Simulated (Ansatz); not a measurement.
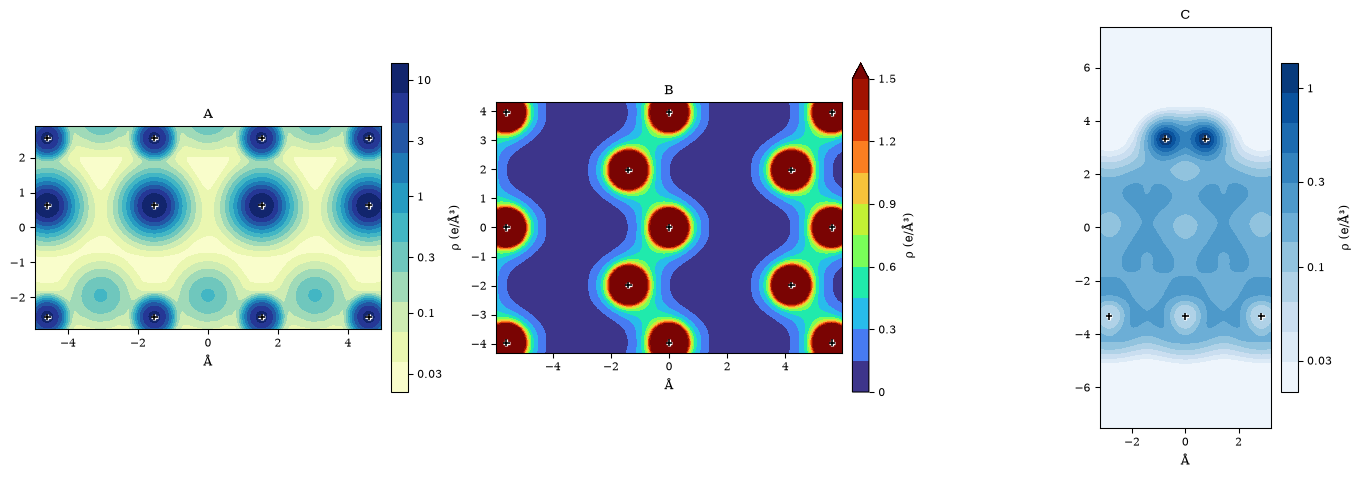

The valence electron density of 3 systems, each on a plane through atoms (crosses mark nuclei in the plane).

All numbers below come from Ansatz, DFT PBE, scalar-relativistic, plane waves, PAW.

System 1: Ge, the (011) plane of the conventional cell. Space group Fd-3m; computed pressure about 6 GPa in this cell.

```
Ge
1.0
     5.60314    0.00000    0.00000
     0.00000    5.60314    0.00000
     0.00000    0.00000    5.60314
Ge
8
Direct
  0.00000 0.00000 0.00000
  0.50000 0.50000 0.00000
  0.50000 0.00000 0.50000
  0.00000 0.50000 0.50000
  0.25000 0.25000 0.25000
  0.75000 0.75000 0.25000
  0.75000 0.25000 0.75000
  0.25000 0.75000 0.75000
```

System 2: Al6H (slab), the (010) plane of the calculation cell, a cut from vacuum to vacuum. Not relaxed (largest force 1.6 eV/Å).

```
Al H
1.0
     5.71430    0.00000    0.00000
    -2.85715    4.94873    0.00000
     0.00000    0.00000   22.60164
Al H
12 2
Direct
  0.33333 0.16667 0.17698
  0.33333 0.66667 0.17698
  0.83333 0.16667 0.17698
  0.83333 0.66667 0.17698
  0.16667 0.33333 0.27878
  0.16667 0.83333 0.27878
  0.66667 0.33333 0.27878
  0.66667 0.83333 0.27878
  0.00000 0.00000 0.38058
  0.00000 0.50000 0.38058
  0.50000 0.00000 0.38058
  0.50000 0.50000 0.38058
  0.20252 0.16667 0.47128
  0.46415 0.16667 0.47128
```

System 3: LiF, the (010) plane of the conventional cell. Space group P6₃mc; a structure from a database of computed crystals, not necessarily the ambient phase; changed on purpose from its base cell (shift of Li1 along [0 0 1], its symmetry partners moved alike: -0.050 A in the relaxed cell; c/a of the conventional cell at fixed volume 1.6685).

Q: Which map belongs to which system?

A: Panel A is system 3, LiF: the plane holds Li and F. Li–F (1.93 Å): ρ is about 0.34 e/Å³ halfway. Panel B is system 1, Ge: the plane holds Ge. Ge–Ge (2.43 Å): the density is about 0.53 e/Å³ at the midpoint. Panel C is system 2, Al6H: the plane holds Al and H. H–H (1.50 Å): the density is about 0.35 e/Å³ at the midpoint.
